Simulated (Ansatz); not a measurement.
## Single-point calculation, with input and output: Ge$_{64}$ (part 1 of 2)

System: Ge$_{64}$ (Fd-3m, 64 atoms in the cell).
Method: DFT, HSE06, PAW, plane waves (Ansatz 0.2.0).

The structure was built on a prototype by a generator.

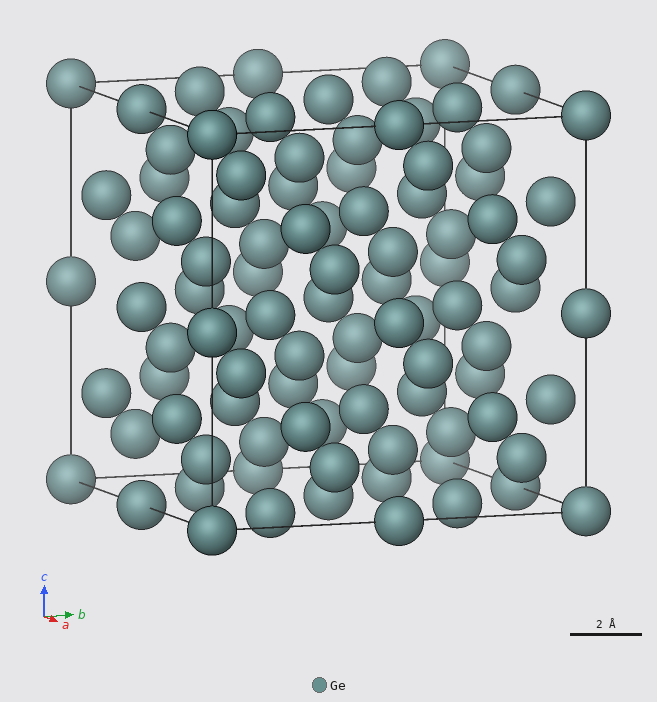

Fig. 1: The structure (spheres-only view of the cell of the calculation, seen slightly off an axis).

Input
```yaml
crystal:
  lattice:
    - [11.351184, 0.000000, 0.000000]
    - [0.000000, 11.351184, 0.000000]
    - [0.000000, 0.000000, 11.351184]
  atoms:
    - { symbol: Ge, position: [0.000000, 0.000000, 0.000000] }
    - { symbol: Ge, position: [0.000000, 0.000000, 0.500000] }
    - { symbol: Ge, position: [0.000000, 0.500000, 0.000000] }
    - { symbol: Ge, position: [0.000000, 0.500000, 0.500000] }
    - { symbol: Ge, position: [0.500000, 0.000000, 0.000000] }
    - { symbol: Ge, position: [0.500000, 0.000000, 0.500000] }
    - { symbol: Ge, position: [0.500000, 0.500000, 0.000000] }
    - { symbol: Ge, position: [0.500000, 0.500000, 0.500000] }
    - { symbol: Ge, position: [0.125000, 0.125000, 0.125000] }
    - { symbol: Ge, position: [0.125000, 0.125000, 0.625000] }
    - { symbol: Ge, position: [0.125000, 0.625000, 0.125000] }
    - { symbol: Ge, position: [0.125000, 0.625000, 0.625000] }
    - { symbol: Ge, position: [0.625000, 0.125000, 0.125000] }
    - { symbol: Ge, position: [0.625000, 0.125000, 0.625000] }
    - { symbol: Ge, position: [0.625000, 0.625000, 0.125000] }
    - { symbol: Ge, position: [0.625000, 0.625000, 0.625000] }
    - { symbol: Ge, position: [0.250000, 0.250000, 0.000000] }
    - { symbol: Ge, position: [0.250000, 0.250000, 0.500000] }
    - { symbol: Ge, position: [0.250000, 0.750000, 0.000000] }
    - { symbol: Ge, position: [0.250000, 0.750000, 0.500000] }
    - { symbol: Ge, position: [0.750000, 0.250000, 0.000000] }
    - { symbol: Ge, position: [0.750000, 0.250000, 0.500000] }
    - { symbol: Ge, position: [0.750000, 0.750000, 0.000000] }
    - { symbol: Ge, position: [0.750000, 0.750000, 0.500000] }
    - { symbol: Ge, position: [0.375000, 0.375000, 0.125000] }
    - { symbol: Ge, position: [0.375000, 0.375000, 0.625000] }
    - { symbol: Ge, position: [0.375000, 0.875000, 0.125000] }
    - { symbol: Ge, position: [0.375000, 0.875000, 0.625000] }
    - { symbol: Ge, position: [0.875000, 0.375000, 0.125000] }
    - { symbol: Ge, position: [0.875000, 0.375000, 0.625000] }
    - { symbol: Ge, position: [0.875000, 0.875000, 0.125000] }
    - { symbol: Ge, position: [0.875000, 0.875000, 0.625000] }
    - { symbol: Ge, position: [0.250000, 0.000000, 0.250000] }
    - { symbol: Ge, position: [0.250000, 0.000000, 0.750000] }
    - { symbol: Ge, position: [0.250000, 0.500000, 0.250000] }
    - { symbol: Ge, position: [0.250000, 0.500000, 0.750000] }
    - { symbol: Ge, position: [0.750000, 0.000000, 0.250000] }
    - { symbol: Ge, position: [0.750000, 0.000000, 0.750000] }
    - { symbol: Ge, position: [0.750000, 0.500000, 0.250000] }
    - { symbol: Ge, position: [0.750000, 0.500000, 0.750000] }
    - { symbol: Ge, position: [0.375000, 0.125000, 0.375000] }
    - { symbol: Ge, position: [0.375000, 0.125000, 0.875000] }
    - { symbol: Ge, position: [0.375000, 0.625000, 0.375000] }
    - { symbol: Ge, position: [0.375000, 0.625000, 0.875000] }
    - { symbol: Ge, position: [0.875000, 0.125000, 0.375000] }
    - { symbol: Ge, position: [0.875000, 0.125000, 0.875000] }
    - { symbol: Ge, position: [0.875000, 0.625000, 0.375000] }
    - { symbol: Ge, position: [0.875000, 0.625000, 0.875000] }
    - { symbol: Ge, position: [0.000000, 0.250000, 0.250000] }
    - { symbol: Ge, position: [0.000000, 0.250000, 0.750000] }
    - { symbol: Ge, position: [0.000000, 0.750000, 0.250000] }
    - { symbol: Ge, position: [0.000000, 0.750000, 0.750000] }
    - { symbol: Ge, position: [0.500000, 0.250000, 0.250000] }
    - { symbol: Ge, position: [0.500000, 0.250000, 0.750000] }
    - { symbol: Ge, position: [0.500000, 0.750000, 0.250000] }
    - { symbol: Ge, position: [0.500000, 0.750000, 0.750000] }
    - { symbol: Ge, position: [0.125000, 0.375000, 0.375000] }
    - { symbol: Ge, position: [0.125000, 0.375000, 0.875000] }
    - { symbol: Ge, position: [0.125000, 0.875000, 0.375000] }
    - { symbol: Ge, position: [0.125000, 0.875000, 0.875000] }
    - { symbol: Ge, position: [0.625000, 0.375000, 0.375000] }
    - { symbol: Ge, position: [0.625000, 0.375000, 0.875000] }
    - { symbol: Ge, position: [0.625000, 0.875000, 0.375000] }
    - { symbol: Ge, position: [0.625000, 0.875000, 0.875000] }
kpoints:
  mp_grid: { grid: [1, 1, 1] }
hamiltonian:
  xc: hse06
scf:
  occupations: { method: fermi_dirac, width: 0.01 }
output:
  forces: true
  eigenvalues: true
  populations: true
  eigenstates: { kpoints: [[0, 0, 0]], e_range: [-6.0, 6.0], localisation: true }
```

Output
```
Pseudopotentials: kind: paw
Functional definition: HSE06
  parameter a = 0.25
  parameter omega = 0.11/bohr
  exchange = pbe_x - a*pbe_x_sr(omega) + a*exact_x_sr(omega)
  correlation = pbe_c
Crystal: 64 atoms, lattice volume = 1462.593 Å³
Basis set: ecut = 420 eV, 28425 PW (Γ), exchange–correlation on 160×160×160 points (8 copies of the dense FFT grid, shifted against one another)
Bands: 538, of which v1, the nominal top of the filled ones, is band 448 counted from 1 (447 counted from 0)
Symmetry: 1536 space group operations
Space group: Fd-3m (ITA 227), of the structure as read, at distance tolerance 1.1e-4 Å
k-points: 1
Non-local potential: Ge, projectors of the file, l = 0: 2, l = 1: 2, l = 2: 3, l = 3: 1
PAW form: soft (Blöchl's): semilocal exchange-correlation on the pseudo side does not see the compensation charge
PAW frozen core: Ge, regenerated for the run's functional, and the local potential with it (the file was generated under x = pbe(κ = 0.804, μ = 0.2195149727645171), c = pbe(β = 0.06672455060314922))
PAW one-centre angular grid: Ge, 590 points (default); XC on 64 Gauss nodes
Initial density: superposition of atomic densities (neutral atoms: chi_scale 0, normalization atom), corrected by the library's trained network
Initial wavefunctions: pseudopotential atomic-orbital guess
Functional: x = pbe(κ = 0.804, μ = 0.2195149727645171), c = pbe(β = 0.06672455060314922), warm-up for x = pbe(κ = 0.804, μ = 0.2195149727645171) + 0.25 (exact − pbe) at short range (hse, ω = 0.20786987370883472 Å⁻¹), c = pbe(β = 0.06672455060314922); HSE06 as pw.x's `hse` composes it (authors' and Libxc's form: `xc: wpbeh`)
SCF iter   1: F=—  HF=-274869.205251 eV  |F-HF|=—  |Δ(HF+E_count)|=         —  Δρ=1.34e-3  dr2=3.83e-2  ethr=1.77e-3  ⟨swp⟩=8.0  Hψ=2036  notcnv=0
preconditioner: auto → none  [insulator: Δε(μ)=0.155 eV  Ē_g=22.563 eV  σ=0.010 eV  W_gap=0.67  n_scr=388 (ndim 8)  ℏωp=29.1 eV  f_vac=0.076  D(μ)=133.91/eV (n_scr^D=1742)]
SCF iter   2: F=—  HF=-274869.221830 eV  |F-HF|=—  |Δ(HF+E_count)|=   1.66e-2  Δρ=6.88e-4  dr2=8.50e-3  ethr=4.28e-6  ⟨swp⟩=20.0  Hψ=2114  notcnv=3  defer=3
iter 3 solved again at ethr=1.85e-8 eV; its pass at ethr=9.49e-7 eV (dr2=1.65e-4 eV) is discarded
SCF iter   3: F=—  HF=-274869.221082 eV  |F-HF|=—  |Δ(HF+E_count)|=   7.48e-4  Δρ=1.56e-4  dr2=1.65e-4  ethr=1.85e-8  ⟨swp⟩=3.0  Hψ=2588  notcnv=0
SCF iter   4: F=—  HF=-274869.220750 eV  |F-HF|=—  |Δ(HF+E_count)|=   3.33e-4  Δρ=5.91e-5  dr2=4.91e-5  ethr=1.84e-8  ⟨swp⟩=4.0  Hψ=1521  notcnv=0
SCF iter   5: F=—  HF=-274869.220764 eV  |F-HF|=—  |Δ(HF+E_count)|=   1.40e-5  Δρ=4.43e-5  dr2=5.25e-5  ethr=5.48e-9  ⟨swp⟩=4.0  Hψ=1126  notcnv=0
SCF iter   6: F=—  HF=-274869.220748 eV  |F-HF|=—  |Δ(HF+E_count)|=   1.53e-5  Δρ=2.06e-5  dr2=1.09e-5  ethr=5.48e-9  ⟨swp⟩=2.0  Hψ=987  notcnv=0
SCF iter   7: F=—  HF=-274869.220745 eV  |F-HF|=—  |Δ(HF+E_count)|=   3.35e-6  Δρ=2.60e-6  dr2=1.61e-7  ethr=1.22e-9  ⟨swp⟩=3.0  Hψ=1116  notcnv=0
SCF iter   8: F=—  HF=-274869.220745 eV  |F-HF|=—  |Δ(HF+E_count)|=   1.18e-8  Δρ=5.26e-7  dr2=2.17e-9  ethr=1.79e-11  ⟨swp⟩=4.0  Hψ=1452  notcnv=0
SCF iter   9: F=-274869.220745 eV  HF=-274869.220745 eV  |F-HF|=2.33e-10  |Δ(HF+E_count)|=   1.40e-9  Δρ=1.16e-7  dr2=1.69e-10  ethr=3.59e-12 (applied; sched 1.00e-12)  ⟨swp⟩=3.0  Hψ=993  notcnv=0
SCF 1 converged in 9 iterations: F = -274869.220745 eV  dr2 = 1.69e-10
  greatest PAW one-centre occupation: 0.998 electrons in one spin orbital (limit 2), on the Ge atom at site 55 (counted from 0), in its partial waves of l = 2
the semilocal start has a gap of 0.000 eV: under exact exchange another state, often on complex orbitals, can lie lower than the one that it leads to. A single point with scf.lower_state_search: full and scf.eigensolver.gamma_real: false can look for it
Initial density: handed on by an earlier stage of this run
Initial wavefunctions: those handed on with the density
Functional: x = pbe(κ = 0.804, μ = 0.2195149727645171) + 0.25 (exact − pbe) at short range (hse, ω = 0.20786987370883472 Å⁻¹), c = pbe(β = 0.06672455060314922); HSE06 as pw.x's `hse` composes it (authors' and Libxc's form: `xc: wpbeh`)
Exchange kernel: α = 0.2500, screened, ω = 0.2079 Å⁻¹, Wigner–Seitz truncation, v(0) = 960.2182 eV·Å³, q-mesh 1×1×1, nearest image of the exchange supercell L = 11.35 Å, pair-density grid 64×64×64, without the augmentation charges, whose exchange is taken in its separable form (sized by the pseudopotential files, 75×75×75 at the most), smooth part of the exchange summed in real space on grids 64×6
Frozen-core exchange: fock
iter 1 solved again at ethr=5.78e-5 eV; its pass at ethr=1.00e-1 eV (dr2=5.18e-1 eV) is discarded
SCF iter   1: F=—  HF=-274926.499848 eV  |F-HF|=—  |Δ(HF+E_count)|=         —  Δρ=1.40e-2  dr2=8.42e-1  ethr=5.78e-5  ⟨swp⟩=5.0  Hψ=3138  notcnv=0
eigensolver tolerance schedule calibrated: the retry pair's looser diagonalisation under-reported the residual by θ = 0.35 (0.11/decade); ethr = c·dr2/N_el runs at the constant in force after the calibration composes with the one it found (an armed cap, an earlier calibration), c = 8.5e-2
preconditioner: auto → none  [insulator: Δε(μ)=0.542 eV  Ē_g=25.769 eV  σ=0.010 eV  W_gap=1.00  n_scr=388 (ndim 8)  ℏωp=29.1 eV  f_vac=0.085  D(μ)=0.00/eV (n_scr^D=0)]
SCF iter   2: F=—  HF=-274925.928264 eV  |F-HF|=—  |Δ(HF+E_count)|=   5.72e-1  Δρ=4.40e-3  dr2=1.30e-1  ethr=5.78e-5  ⟨swp⟩=3.0  Hψ=1556  notcnv=0
SCF iter   3: F=—  HF=-274925.917370 eV  |F-HF|=—  |Δ(HF+E_count)|=   1.09e-2  Δρ=2.09e-3  dr2=6.14e-2  ethr=8.15e-6  ⟨swp⟩=3.0  Hψ=1094  notcnv=0
SCF iter   4: F=—  HF=-274925.916217 eV  |F-HF|=—  |Δ(HF+E_count)|=   1.15e-3  Δρ=3.38e-5  dr2=4.35e-2  ethr=1.65e-6  ⟨swp⟩=4.0  Hψ=1111  notcnv=0
SCF iter   5: F=—  HF=-274926.537631 eV  |F-HF|=—  |Δ(HF+E_count)|=   6.21e-1  Δρ=1.25e-3  dr2=7.47e-3  ethr=2.04e-9  ⟨swp⟩=6.0  Hψ=2705  notcnv=0
SCF iter   6: F=—  HF=-274926.533453 eV  |F-HF|=—  |Δ(HF+E_count)|=   4.18e-3  Δρ=2.20e-5  dr2=9.12e-4  ethr=2.04e-9  ⟨swp⟩=4.0  Hψ=2050  notcnv=0
SCF iter   7: F=-274926.541529 eV  HF=-274926.541594 eV  |F-HF|=6.48e-5  |Δ(HF+E_count)|=   8.14e-3  Δρ=1.45e-4  dr2=1.31e-4  ethr=3.74e-10  ⟨swp⟩=5.0  Hψ=2265  notcnv=0
SCF 2 stopped early in 7 iterations: F = -274926.541529 eV  dr2 = 1.31e-4
  greatest PAW one-centre occupation: 0.998 electrons in one spin orbital (limit 2), on the Ge atom at site 63 (counted from 0), in its partial waves of l = 2
hybrid outer 1: dexx = +7.197e-1 eV, tail = 3.53e-3 eV
SCF iter   1: F=—  HF=-274926.571253 eV  |F-HF|=—  |Δ(HF+E_count)|=         —  Δρ=1.13e-4  dr2=7.60e-5  ethr=1.97e-6  ⟨swp⟩=3.0  Hψ=1144  notcnv=0
preconditioner: auto → none  [insulator: Δε(μ)=0.851 eV  Ē_g=25.589 eV  σ=0.010 eV  W_gap=1.00  n_scr=388 (ndim 8)  ℏωp=29.1 eV  f_vac=0.084  D(μ)=0.00/eV (n_scr^D=0)]
SCF iter   2: F=—  HF=-274926.571244 eV  |F-HF|=—  |Δ(HF+E_count)|=   8.57e-6  Δρ=1.26e-5  dr2=6.05e-6  ethr=8.06e-9  ⟨swp⟩=4.0  Hψ=1522  notcnv=0
SCF iter   3: F=—  HF=-274926.571244 eV  |F-HF|=—  |Δ(HF+E_count)|=   2.26e-7  Δρ=2.03e-6  dr2=4.79e-6  ethr=1.38e-10  ⟨swp⟩=4.0  Hψ=1291  notcnv=0
SCF iter   4: F=—  HF=-274926.571293 eV  |F-HF|=—  |Δ(HF+E_count)|=   4.91e-5  Δρ=1.05e-5  dr2=9.59e-7  ethr=5.57e-12  ⟨swp⟩=6.0  Hψ=2150  notcnv=0
SCF iter   5: F=—  HF=-274926.571293 eV  |F-HF|=—  |Δ(HF+E_count)|=   2.69e-7  Δρ=7.11e-7  dr2=1.13e-7  ethr=5.57e-12  ⟨swp⟩=4.0  Hψ=1509  notcnv=0
SCF iter   6: F=—  HF=-274926.571293 eV  |F-HF|=—  |Δ(HF+E_count)|=   9.31e-9  Δρ=1.91e-7  dr2=1.10e-7  ethr=4.34e-12 (applied; sched 1.00e-12)  ⟨swp⟩=2.0  Hψ=986  notcnv=0
SCF iter   7: F=-274926.571294 eV  HF=-274926.571294 eV  |F-HF|=8.21e-9  |Δ(HF+E_count)|=   1.01e-6  Δρ=1.43e-6  dr2=2.29e-8  ethr=3.13e-12 (applied; sched 1.00e-12)  ⟨swp⟩=6.0  Hψ=1321  notcnv=0
SCF 3 converged in 7 iterations: F = -274926.571294 eV  dr2 = 2.29e-8
  Residual-converged pass: ⟨swp⟩=2.0  Hψ=839  notcnv=0  max |occ|·‖R‖ = 6.6e-6 eV (tolerance 6.7e-6 eV)  dr2=2.29e-8  dr2_onsite=1.19e-9  max |Δocc| = 0.0e0
```

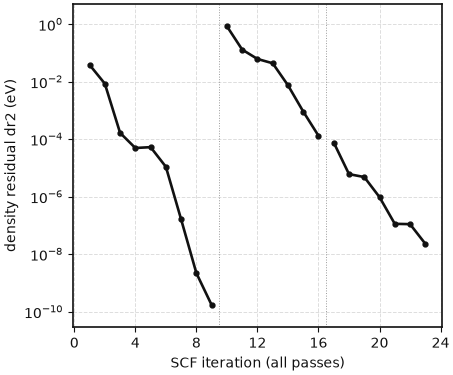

Fig. 2: Convergence of the self-consistent field: density residual dr2 against the SCF iteration. The run starts with a semilocal functional; after that each stretch between dotted lines is one SCF of the hybrid functional between two exact rebuilds of the exchange operator by the outer loop. Early passes are stopped at a loose threshold. The passes take 9, 7 and 7 iterations.
